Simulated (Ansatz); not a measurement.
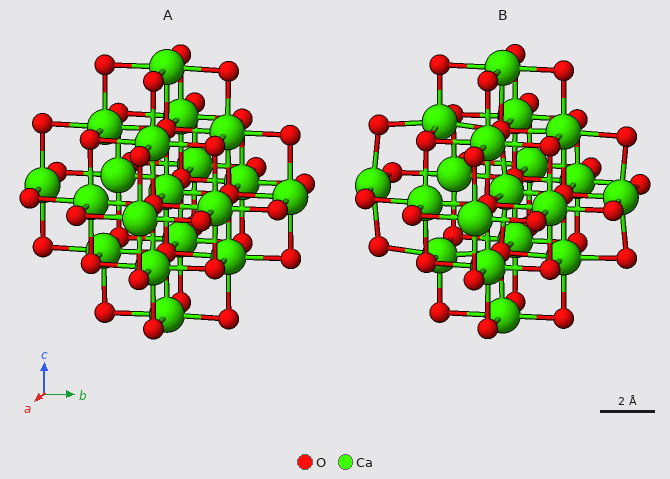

Two geometries of a defect cell of composition O₃₁Ca₃₂ (cell charge +2), drawn at one scale. One is the start of a relaxation, the other its converged end. Style: ball-and-stick. Shown: the atoms within 5.8 Å of the atom that moves most (axes of the cell of the calculation (origin shifted)), slightly off an axis.

All numbers below come from DFT, PBEsol, PAW, plane waves (Ansatz 0.2.0). Settings: plane-wave cutoff 420 eV; k-point mesh 1 × 1 × 1; mesh shifted by (0.25, 0.25, 0.25); collinear spin; atoms relaxed in a fixed cell; force threshold 0.03 eV/Å; at most 80 steps.

Q: Which of the two is the end point?

A: Structure B is the relaxed one. The atoms of the start lie slightly off their symmetric places, so part of the fall in energy undoes that. A Ca atom moves most: 0.20 Å along +b. By element the largest moves are Ca 0.20 Å, O 0.08 Å. The lattice vectors keep their values. Near-neighbour distances that change, for instance: Ca–Ca 3.357 → 3.631 Å, Ca–Ca 3.392 → 3.631 Å, Ca–O 2.413 → 2.200 Å, Ca–O 2.387 → 2.201 Å. Bond angles that change, for instance: Ca–O–Ca 89.2° → 101.0°, Ca–O–Ca 89.7° → 101.0°, O–Ca–O 179.5° → 169.0°. The energy falls by 2.034 eV per cell of the calculation in 3 geometry steps. Largest force component: 2.5 eV/Å at the start, 0.0047 eV/Å at the end. The program noted that the starting moments weren't kept.

Limits of the set-up: the cell is charged, on a uniform background, and energies carry no finite-size correction.
